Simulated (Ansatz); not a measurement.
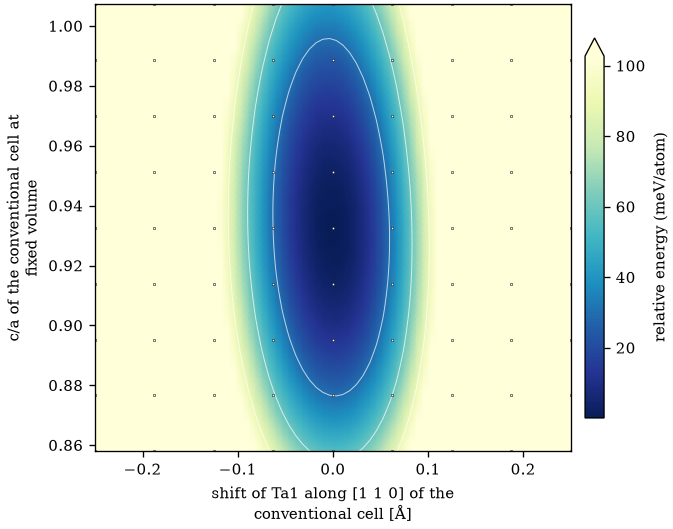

Ta2N (P-31m, No. 162; 9 atoms in the cell). The energy is mapped over a free internal coordinate and the cell. The first coordinate is: shift of Ta1 along [1 1 0] of the conventional cell, Cartesian (0.5 0.87 0), its symmetry partners moved as symmetry demands (measured in the relaxed cell); the second: c/a of the conventional cell at fixed volume. Nothing is relaxed (all other coordinates fixed). Grid: 9 × 9 points. Points are written as (first, second). All energies are given in meV/atom relative to the lowest grid point. Method: DFT PBE, scalar-relativistic, plane waves, PAW (Ansatz). Settings: cutoff 520 eV, k-mesh 9×9×8 in the order of the run's cell vectors, gaussian smearing 0.15 eV, no spin polarisation.

Drawn: a smooth colour map with a few white contour lines, dots at the grid points, one colour for all values above the top of the scale. Between grid points the surface is interpolated.

> Where is the minimum, and how stiff is the well along each coordinate?

The interpolated minimum is at the first coordinate ≈ 0.000 Å, the second coordinate ≈ 0.933. The curvatures there are about 144 eV/Å² and 153 eV, with a cross term of about 10 eV/Å (per cell of 9 atoms). Round the minimum the two coordinates are weakly coupled (coupling 0.08 in units of the two stiffnesses).

PAW datasets: the set soft_1.
